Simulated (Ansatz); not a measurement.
**A series of single points on MoS₂**

System: MoS₂ (3 atoms in the cell).
Method: DFT, PBE, all-electron PAW with datasets made for the crystal, scalar-relativistic, no spin polarisation (Ansatz 0.2.0).

The 6 runs differ only in the geometry, by a strain of the cell at fixed fractional positions. Against run 4, the strain is εxx = −0.01 η, εxy = η, εxz = η, εyy = −0.01 η, εyz = η and εzz = −0.01 η. The structure derives from an entry of the Crystallography Open Database.

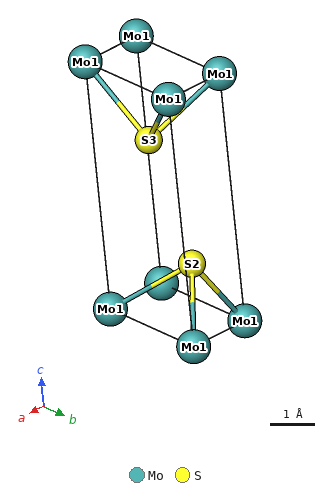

Figure 1. The structure of run 4 (ball-and-stick view of the reduced cell, seen slightly off an axis; atoms are numbered from 1 in the order of the input).

### Input of run 4
```yaml
crystal:
  lattice:
    - [1.6166824051, 0.9516038085, 6.1358029001]
    - [-1.5463183085, 0.9357888049, 6.1199878965]
    - [0.0214858534, -1.7955426634, 6.1141992034]
  atoms:
    - { symbol: Mo, position: [0.0, 0.0, 0.0] }
    - { symbol: S, position: [0.7484, 0.7484, 0.7484] }
    - { symbol: S, position: [0.5849, 0.5849, 0.5849] }
kpoints:
  mp_grid: { grid: [13, 13, 13] }
scf:
  occupations: { method: fermi_dirac, width: 0.05 }
hamiltonian:
  xc: pbe
  pseudopotentials: { kind: all_electron, datasets: crystal }
output:
  forces: true
  stress: true
  eigenvalues: true
  efg: { contact_densities: true }
```

Command:
```bash
ansatz run input.yaml --threads 1 --pin off --max-ram 4096MiB --backend cpu --events-out ev --progress --plain --runs-dir out
```

Lattice vectors (Å) and fractional positions of run 4:
```
   1.616682    0.951604    6.135803
  -1.546318    0.935789    6.119988
   0.021486   -1.795543    6.114199
Mo  0.000000  0.000000  0.000000
S   0.748400  0.748400  0.748400
S   0.584900  0.584900  0.584900
```

Run 5 differs from it as follows:
```diff
-    - [1.6166824051, 0.9516038085, 6.1358029001]
-    - [-1.5463183085, 0.9357888049, 6.1199878965]
-    - [0.0214858534, -1.7955426634, 6.1141992034]
+    - [1.6518644534, 0.9901279603, 6.1482758001]
+    - [-1.5111362602, 0.9584979531, 6.116645793]
+    - [0.0429717069, -1.7649260134, 6.1050684069]
```

### Results, with one run withheld

| run | strain parameter η (%) | free energy per atom, from the lowest run given (meV) | pressure (GPa) |
| --- | --- | --- | --- |
| 1 | −1.9901 | 19.06 | 9.80 |
| 2 | −1.4926 | 7.11 | 9.51 |
| 3 | −0.9951 | 0.04 | 9.34 |
| 4 | 0.0000 | 0.00 | 9.34 |
| 5 | 0.4975 | ? | ? |
| 6 | 0.9951 | 17.83 | 9.78 |

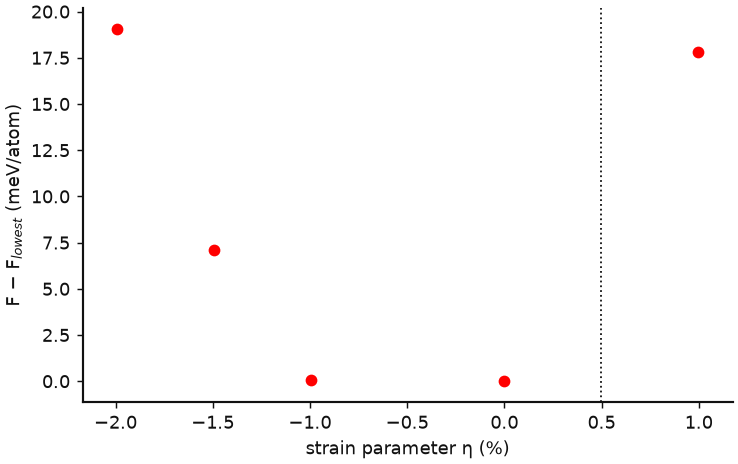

Figure 2. Free energy per atom of the runs given; the dotted line marks run 5.

Estimate the energy of run 5 from the others.

A cubic polynomial in the coordinate, fitted to the 5 runs given, misses them by under 0.01 meV per atom. With x = η + 0.6965, it reads F = −1.9143 − 3.7193 x + 9.4161 x² − 0.18769 x³ (meV per atom). At run 5 it gives 6.75 meV per atom, and the run itself gives 6.74. The fit has its minimum at η = −0.4978 %.

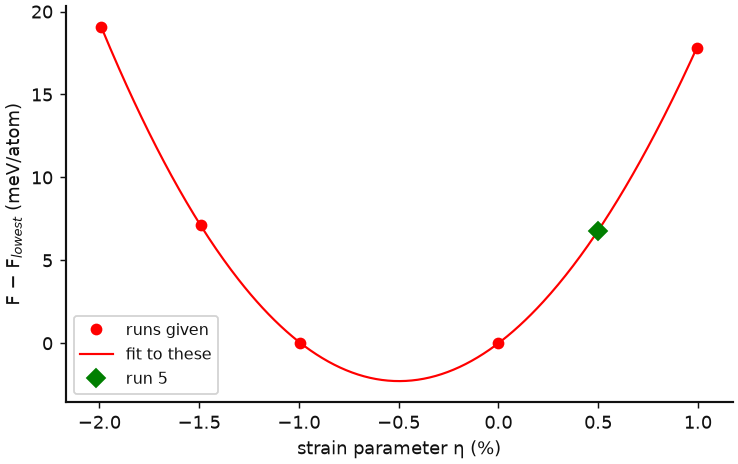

Figure 3. The fit and the withheld run.

### Output, shortened to warnings, some set-up lines, iterations and results (run 5)
```
WARN: these bands are not tested for levels that they lack, and near the highest can lack one: the memory that the run is held to, or that of a device that it solves on, left no room for the test
Basis set: ecut = 300 eV, 625 PW (Γ), FFT grids on a1−a2, a2−a3, a3, exchange–correlation on 36×36×72 points (8 copies of the dense FFT grid, shifted against one another)
Symmetry: 1 space group operations
k-points: 1099 of 2197 (time reversal used)
Initial density: superposition of atomic densities (neutral atoms: chi_scale 0, normalization atom)
[...]
SCF iter   1: F=—  HF=-131907.151925 eV  |F-HF|=—  |Δ(HF+E_count)|=         —  Δρ=9.43e-2  dr2=6.94e0  ethr=2.63e-2  ⟨swp⟩=2.1  Hψ=110668  notcnv=0
SCF iter   2: F=—  HF=-131908.159863 eV  |F-HF|=—  |Δ(HF+E_count)|=    1.01e0  Δρ=1.25e-1  dr2=2.04e1  ethr=2.63e-2  ⟨swp⟩=3.9  Hψ=61095  notcnv=0  defer=8  recentre
SCF iter   3: F=—  HF=-131906.052322 eV  |F-HF|=—  |Δ(HF+E_count)|=    2.11e0  Δρ=4.93e-2  dr2=2.21e0  ethr=2.63e-2  ⟨swp⟩=3.9  Hψ=54254  notcnv=0  defer=36
SCF iter   4: F=—  HF=-131905.708135 eV  |F-HF|=—  |Δ(HF+E_count)|=   3.44e-1  Δρ=9.49e-3  dr2=2.33e-2  ethr=8.44e-5  ⟨swp⟩=3.7  Hψ=101341  notcnv=0  defer=499
SCF iter   5: F=—  HF=-131905.710753 eV  |F-HF|=—  |Δ(HF+E_count)|=   2.62e-3  Δρ=4.42e-3  dr2=1.77e-2  ethr=8.44e-5  ⟨swp⟩=2.8  Hψ=42677  notcnv=0  defer=253
SCF iter   6: F=—  HF=-131905.709004 eV  |F-HF|=—  |Δ(HF+E_count)|=   1.75e-3  Δρ=3.72e-4  dr2=2.95e-5  ethr=6.81e-5  ⟨swp⟩=2.6  Hψ=42083  notcnv=0  defer=166
SCF iter   7: F=—  HF=-131905.709047 eV  |F-HF|=—  |Δ(HF+E_count)|=   4.29e-5  Δρ=1.90e-4  dr2=1.67e-5  ethr=1.13e-7  ⟨swp⟩=4.0  Hψ=58298  notcnv=0  defer=59
SCF iter   8: F=—  HF=-131905.709073 eV  |F-HF|=—  |Δ(HF+E_count)|=   2.61e-5  Δρ=2.15e-4  dr2=1.02e-4  ethr=6.43e-8  ⟨swp⟩=3.5  Hψ=46112  notcnv=0  defer=19  recentre
SCF iter   9: F=—  HF=-131905.709053 eV  |F-HF|=—  |Δ(HF+E_count)|=   2.00e-5  Δρ=3.76e-5  dr2=1.12e-6  ethr=6.43e-8  ⟨swp⟩=3.0  Hψ=43997  notcnv=0  defer=9
SCF iter  10: F=—  HF=-131905.709053 eV  |F-HF|=—  |Δ(HF+E_count)|=   2.69e-7  Δρ=2.45e-5  dr2=5.18e-7  ethr=4.31e-9  ⟨swp⟩=3.0  Hψ=43056  notcnv=0  defer=12
SCF iter  11: F=-131905.709053 eV  HF=-131905.709053 eV  |F-HF|=9.58e-9  |Δ(HF+E_count)|=   9.41e-8  Δρ=3.81e-6  dr2=1.09e-8  ethr=1.99e-9  ⟨swp⟩=2.0  Hψ=35299  notcnv=0  …
SCF 1 converged in 11 iterations: F = -131905.709054 eV  dr2 = 1.09e-8
  Residual-converged pass: ⟨swp⟩=4.0  Hψ=51265  notcnv=0  max |occ|·‖R‖ = 6.4e-6 eV (tolerance 6.5e-6 eV)  dr2=8.48e-9  dr2_onsite=5.61e-9  max |Δocc| = 1.4e-9
SCF converged after 11 iterations
Free energy (F): -131905.709054 eV
Harris-Foulkes:  -131905.709054 eV  (|F-HF|=9.58e-9)
Internal energy: -131905.709047 eV  (E = F + TS)
E sigma→0 (E₀):  -131905.709051 eV
Entropy (-TS):   -0.000007 eV (-0.002 meV/atom)
Past the cutoff: the bands carry plane waves up to 1.75 times it, of which those up to 1.5 times it add -0.000209 eV an atom, each by itself; the spheres take 0.000124 eV an atom off the energy for waves past 1.75 times it
By the cutoff:   a pressure is off by up to 0.005 GPa (1.2 times the spheres' own share and the shells' term, over an atom's volume, and 0.004 GPa: a bound that held against runs at twice the plane waves)
Past the cutoffs: a stress includes 0.0009 GPa for waves and charges beyond them, in addition to the slope of what the spheres take
In the spheres:  the bands' charges fall short by 1.9e-7 e at most (sound up to 1e-3)
Fermi energy:    12.886996 eV
--- Per-component energies (eV) ---
  E_band       = -120.063752
  E_kinetic    = 485.343226
  E_local      = -1757.985772  (includes V_loc(G=0)·N_el)
  E_nonlocal   = 107.148483
  E_hartree    = 829.862967
  E_xc         = -246.749761
  E_vxc        = -319.520277  (∫ρ·V_xc dr)
  E_paw        = -132511.835005  (= ΣΔE_a)
  E_vpaw       = -3082.525375  (= ΣTr[D̂ρ^β])
  E_ewald      = -1599.239371
  E_smearing   = -0.000007  (= −TS)
  E_closure    = 2787.746184  (closes the sum)
  Σ components = -131905.709054   (vs F -131905.709054, Δ=0.00e0)
  The terms above E_closure are by the made datasets' own strengths, without shells solved beside the bands.
--- Forces (eV/Å), atoms counted from 1 ---
  atom   1  Mo     0.15527625    -0.00653607    -0.03491511
  atom   2  S     -0.39959373    -0.31998198     1.33319426
  atom   3  S      0.24431624     0.32651807    -1.29827114
  max |Σ_I F_I| component: 8.01e-6 eV/Å
--- Stress (GPa, compression-positive) ---
        7.124485      -1.783147      -3.069227
       -1.783147       7.232348      -3.039190
       -3.069227      -3.039190      14.156275
  P = ⅓ Tr σ = 9.5044 GPa (95.044 kbar)
--- PAW observables at the nuclei: V_zz in 10²¹ V/m², potentials from the cell's mean, atoms counted from 1 ---
  atom   1  Mo V_zz =    -9.460961   η = 0.2710   by run symmetry: allowed
            electrostatic potential = -6351.528662 V   contact ρ = 595310.866386 e/Å³
  atom   2  S  V_zz =    -6.445991   η = 0.1011   by run symmetry: allowed
            electrostatic potential = -1636.777044 V   contact ρ = 19788.886205 e/Å³
  atom   3  S  V_zz =    -6.277388   η = 0.0839   by run symmetry: allowed
[...]
```

Notes on the run: the field gradients leave out spin–orbit coupling; some printed levels are not accurate.
